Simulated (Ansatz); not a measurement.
A periodic structure is given below.

```
CELL_PARAMETERS angstrom
2.78133 0.00000 0.00000
0.00000 2.78133 0.00000
0.00000 0.00000 2.78133
ATOMIC_POSITIONS crystal
Co 0.00000 0.00000 0.00000
Si 0.50000 0.50000 0.50000
```

> Work out the structure from the coordinates.

The structure is one of CoSi. The symmetry is that of Pm-3m (No. 221), on a primitive cubic lattice. This arrangement goes by the name caesium chloride (CsCl, B2) type. In the cell are 1 Co, 1 Si, which makes 1 formula unit. The coordination shell of Co holds eight Si in a cubic arrangement at 2.41 Å. About every Si there are eight Co in a cubic arrangement at 2.41 Å. The bonds build a three-dimensional framework.

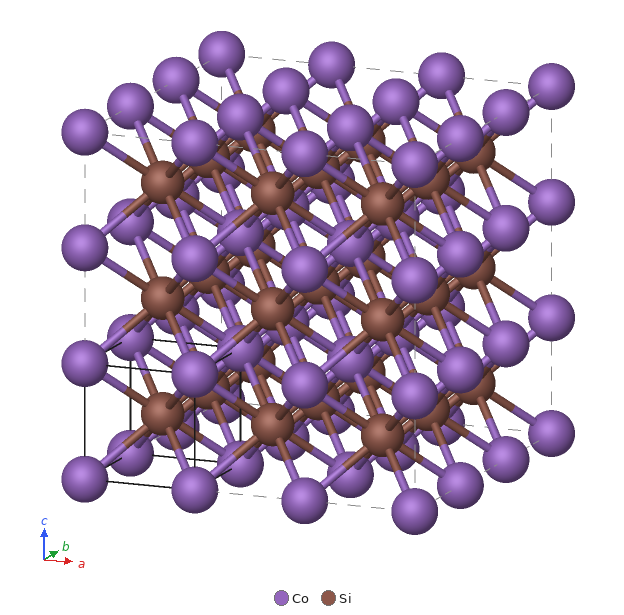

This ball-and-stick model is shown slightly off an axis. The picture spans 3×3×3 cells, one conventional unit cell being drawn with solid lines.

The initial geometry was a structure listed in the Materials Project. Earlier steps of the study may have refined or changed the cell and positions. Ansatz was used for an electronic-structure calculation on it.
